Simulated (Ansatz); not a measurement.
```yaml
crystal:
  lattice:
    - [-4.07033, 4.07033, 4.07033]
    - [4.07033, -4.07033, 4.07033]
    - [4.07033, 4.07033, -4.07033]
  atoms:
    - { symbol: Sc, position: [0.50000, 0.50000, 0.00000] }
    - { symbol: Sc, position: [0.00000, 0.00000, 0.00000] }
    - { symbol: Sc, position: [0.00000, 0.50000, 0.50000] }
    - { symbol: Sc, position: [0.50000, 0.00000, 0.50000] }
    - { symbol: Al, position: [0.75000, 0.75000, 0.50000] }
    - { symbol: Al, position: [0.25000, 0.25000, 0.50000] }
    - { symbol: Al, position: [0.25000, 0.75000, 0.00000] }
    - { symbol: Al, position: [0.75000, 0.25000, 0.00000] }
    - { symbol: Al, position: [0.75000, 0.50000, 0.75000] }
    - { symbol: Al, position: [0.25000, 0.00000, 0.75000] }
    - { symbol: Al, position: [0.25000, 0.50000, 0.25000] }
    - { symbol: Al, position: [0.75000, 0.00000, 0.25000] }
    - { symbol: Al, position: [0.50000, 0.25000, 0.25000] }
    - { symbol: Al, position: [0.00000, 0.75000, 0.25000] }
    - { symbol: Al, position: [0.00000, 0.25000, 0.75000] }
    - { symbol: Al, position: [0.50000, 0.75000, 0.75000] }
```

Space group Pm-3m; a structure from a database of computed crystals, not necessarily the ambient phase.

The calculation used Ansatz, DFT PBEsol, scalar-relativistic, plane waves, PAW.

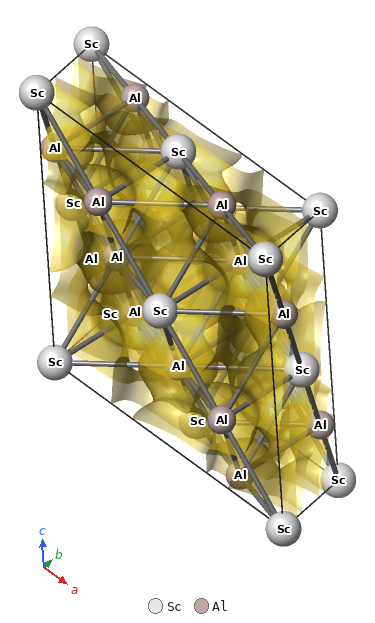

ScAl$_{3}$. Isosurface of the ELF at 0.55 (yellow), seen slightly off an axis. Only the valence region is drawn (cores and ρ < 0.01 e/Å³ removed). Sticks mark near contacts.

Core electrons are frozen (PAW), and the valence fields are smoothed inside the atomic spheres.

Identify the bonds, lone pairs and shells in this picture.

Answer. The ELF exceeds this value in one network that runs through the whole crystal, counted in one cell of 16 atoms. Any copies at cell faces, edges or corners count once. Profiles from the grid: Sc–Al (2.88 Å): the ELF peaks at about 0.60 in the valence shell of Al, 1.0 Å from its nucleus, and is about 0.30 at the midpoint: no localised pair shows between them. Al–Al (2.88 Å): the ELF peaks at about 0.70 between the atoms.

Does the calculation make it a metal, or give it a gap?

Answer. It is metallic or semimetallic at this level of theory: no gap opens.
